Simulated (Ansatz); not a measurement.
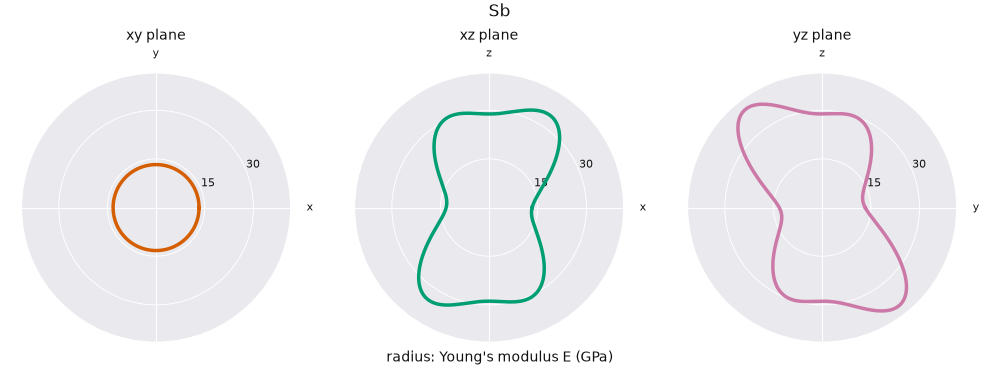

Caption: Young's modulus as a function of direction in the xy, xz and yz planes for Sb, space group R-3 (No. 148).

Over all directions E runs from 12.6 to 39.6 GPa, a ratio of 3.1, a strong anisotropy; the crystal is close to a mechanical instability, so the softest values aren't well resolved. E is 13.2 GPa along x, 13.2 GPa along y and 28.9 GPa along z, and 24.2 GPa along the body diagonal x + y + z. The Hill averages are K = 15.8 GPa and G = 9.2 GPa, Poisson's ratio 0.26; K/G = 1.72.

Calculation (Ansatz 0.2.0): elastic stress-strain coefficients at zero temperature from small strains of the given cell, Voigt order xx yy zz yz xz xy, Cartesian axes of the cell vectors; plane waves with PAW datasets, Γ-centred k mesh. Level: PBE, no spin polarisation.

| setting | value |
| --- | --- |
| wave cutoff | 420 eV |
| k mesh | 6×6×6 |
| occupations | fixed |
| ions | relaxed |
| strain amplitude | 0.002 |

The given structure:
```xyz
6
Lattice="5.6089 3.2383 1.9439 -5.6089 3.2383 1.9439 0.0000 -6.4766 1.9439" Properties=species:S:1:pos:R:3 pbc="T T T"
Sb    0.9732   -4.1190    3.2916
Sb    3.0805    2.9023    3.2916
Sb   -4.0537    1.2167    3.2916
Sb   -0.9732    4.1190    2.5400
Sb   -3.0805   -2.9023    2.5400
Sb    4.0537   -1.2167    2.5400
```

Caveats: a crossing between the sampled k points may be missed.
